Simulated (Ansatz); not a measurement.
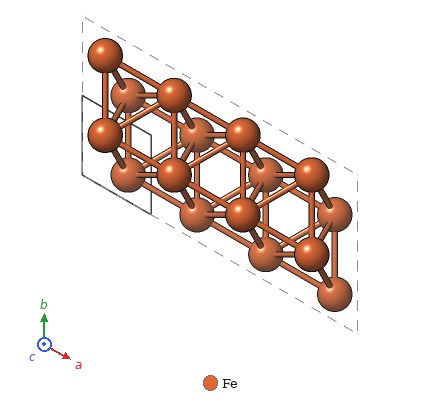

The structure, seen along [001]; the drawing may span several cells.

Given this structure, the geometry relaxed at fixed volume with DFT PBE, spin-orbit coupling, plane waves, PAW in Ansatz 0.2.0; the starting structure was generated, so it need not be a known form of this composition, written in its standard cell:

```cif
data_structure
_symmetry_space_group_name_H-M 'P6_3/mmc'
_symmetry_Int_Tables_number 194
_cell_length_a 2.5237
_cell_length_b 2.5237
_cell_length_c 4.3740
_cell_angle_alpha 90.000
_cell_angle_beta 90.000
_cell_angle_gamma 120.000
_cell_volume 24.13
loop_
_atom_site_label
_atom_site_type_symbol
_atom_site_symmetry_multiplicity
_atom_site_Wyckoff_symbol
_atom_site_fract_x
_atom_site_fract_y
_atom_site_fract_z
_atom_site_occupancy
Fe1 Fe 2 d 0.33333 0.66667 0.75000 1
```

What does the kinematic electron diffraction pattern along [001] look like at 200 kV (B = 0.5 Å²)?

Answer. The spots form a hexagonal net with both shortest vectors at d = 2.19 Å, 60.0° apart. They are 1 -1 0 and 1 0 0. The pattern has symmetry 6mm. No reflection of this zone is absent.

Strongest reflections with d > 0.80 Å, one of each family (|F|² from tabulated Gaussian fits of the electron scattering factors, times a small damping for the curvature of the Ewald sphere):

```json
{"hkl": "2 -1 0", "d (Å)": "1.262", "I (strongest = 100)": "100"}
{"hkl": "1 0 0", "d (Å)": "2.186", "I (strongest = 100)": "83"}
{"hkl": "2 0 0", "d (Å)": "1.093", "I (strongest = 100)": "17"}
{"hkl": "3 -1 0", "d (Å)": "0.826", "I (strongest = 100)": "7"}
```

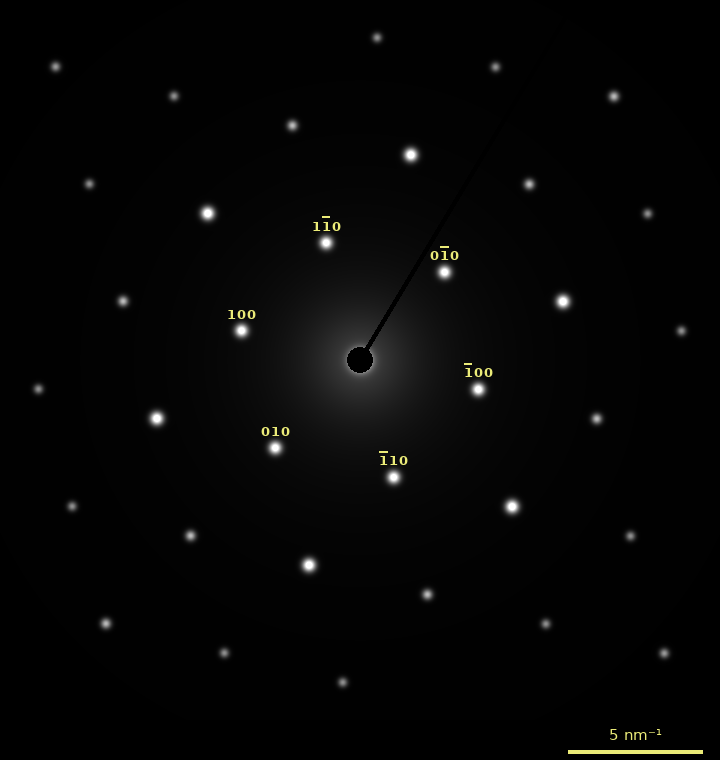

Calculated pattern, seen from the source side with [001] pointing towards the source.
